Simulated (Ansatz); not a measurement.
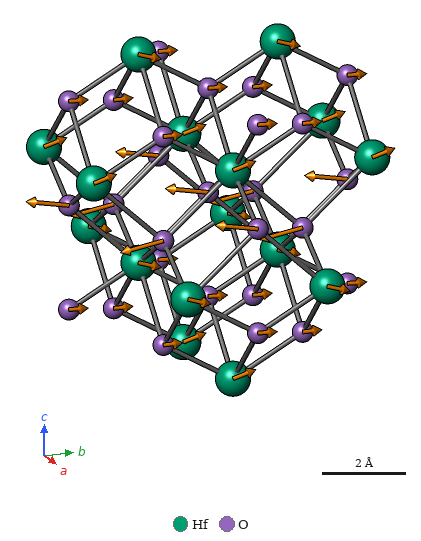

A relaxation of crystalline HfO$_{2}$ (set up in P4_2/nmc). The starting structure is drawn; orange arrows show the displacements (the part carried along by the change of the cell is left out), 3 times their true length.

Style: ball-and-stick. Shown: the atoms within 5.0 Å of the atom that moves most (axes of the cell of the calculation), slightly off an axis.

All numbers below come from Ansatz, DFT PBE, scalar-relativistic, plane waves, PAW. Set-up: plane-wave cutoff 420 eV; k-point mesh 6 × 6 × 4; occupations gaussian; smearing width 0.05 eV; no spin polarisation.

Question: Which element moves most?

Answer: Oxygen: up to 0.38 Å, against 0.21 Å for hafnium.

Question: What happened in the run?

Answer: The largest moves relative to the cell, 0.38 Å, are those of O atoms. By element the largest moves are O 0.38 Å, Hf 0.21 Å. The drawn cell changes as follows: a 3.604 → 3.452 Å (−4.2 %), b 3.604 → 3.808 Å (+5.6 %), c 5.264 → 5.209 Å (−1.0 %); the volume changes by +0.1 %. Among the contacts that change: Hf–O 2.420 → 3.025 Å, Hf–O 2.420 → 2.175 Å, Hf–Hf 3.604 → 3.452 Å, Hf–O 2.420 → 2.309 Å. Among the angles between lasting bonds that change: Hf–O–Hf 109.1° → 123.5°, Hf–O–Hf 121.1° → 112.4°, Hf–O–Hf 121.1° → 127.0°. The space group (tolerance 0.01 Å) goes from P4_2/nmc (No. 137) to Pmn2_1 (No. 31).
